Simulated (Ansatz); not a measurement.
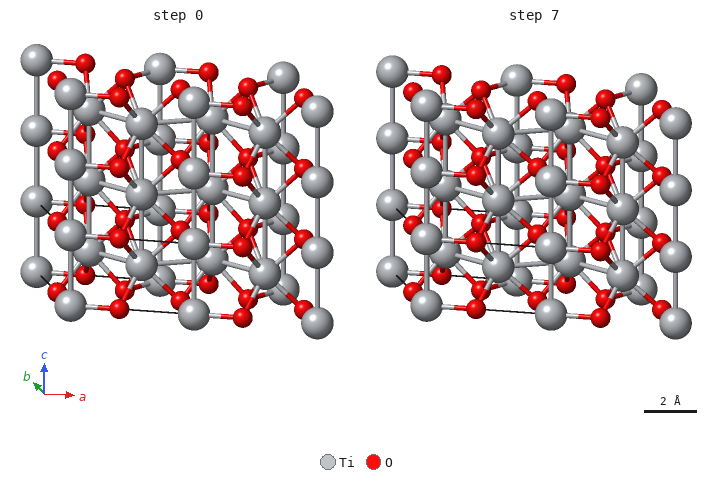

The structure of crystalline TiO (set up in P-62m) before (left) and after (right) a relaxation, at one scale.

A ball-and-stick model of the cell of the calculation, repeated 2 × 1 × 3 with one cell outlined, seen slightly off an axis.

Case: relaxed kmesh: [3, 3, 2] Gamma-centred.

Method: Ansatz 0.2.0, DFT PBEsol, scalar-relativistic, plane waves, PAW.

Input file:
```yaml
crystal:
  lattice:
    - [4.989087772, 0.0, 0.0]
    - [-2.494543886, 4.3206767523, 0.0]
    - [0.0, 0.0, 2.87331344]
  atoms:
    - { symbol: Ti, position: [0.6666666667, 0.3333333333, 0.5] }
    - { symbol: Ti, position: [0.3333333333, 0.6666666667, 0.5] }
    - { symbol: Ti, position: [0.0, 0.0, 0.0] }
    - { symbol: O, position: [0.60555924, 0.60555924, 0.0] }
    - { symbol: O, position: [0.39444076, 0.0, 0.0] }
    - { symbol: O, position: [0.0, 0.39444076, 0.0] }
basis:
  ecutwfc: 420
kpoints:
  mp_grid: { grid: [3, 3, 2] }
hamiltonian:
  xc: pbesol
scf:
  occupations: { method: gaussian, width: 0.1 }
output:
  forces: true
  stress: true
  eigenvalues: true
relax:
  adjacent_minimum: "off"
  f_tol: 0.01
  max_steps: 60
  cell: { stress_tol: 0.05 }
```

Run as
```bash
ansatz run input.yaml --threads 1 --pin off --max-ram 2560MiB --backend cpu --events-out ev --progress --plain --runs-dir out
```

Describe what moved and what it gained.

Answer. The largest moves relative to the cell, 0.010 Å, are those of O4, O5 and O6. O6 goes along +b. Ti stays in place. Cell: a = b 4.989 → 5.034 Å (+0.9 %), c 2.873 → 2.714 Å (−5.5 %). Volume −3.8 %. Some distances before and after: Ti1–Ti1 2.873 → 2.714 Å, Ti1–O4 2.101 → 2.055 Å, Ti3–O4 1.968 → 1.996 Å, Ti1–Ti2 2.880 → 2.907 Å. Bond angles that change, for instance: Ti1–O4–Ti1 86.3° → 82.6°, Ti1–O4–Ti2 86.5° → 90.0°. The space group stays P-62m (No. 189). After 5 accepted moves (7 points after the start) the energy has fallen by 0.239 eV per cell of the calculation. Largest force component: 0.2 eV/Å at the start, 0.0001 eV/Å at the end. The pressure goes from −7.80 to 0.00 GPa. At 2 points the geometry stayed and the basis and grid were re-selected for the new cell (energy shift of 5.3 meV per cell of the calculation at most each time).

Limits of the set-up: the k-point mesh is coarse for a cell with partly filled bands.
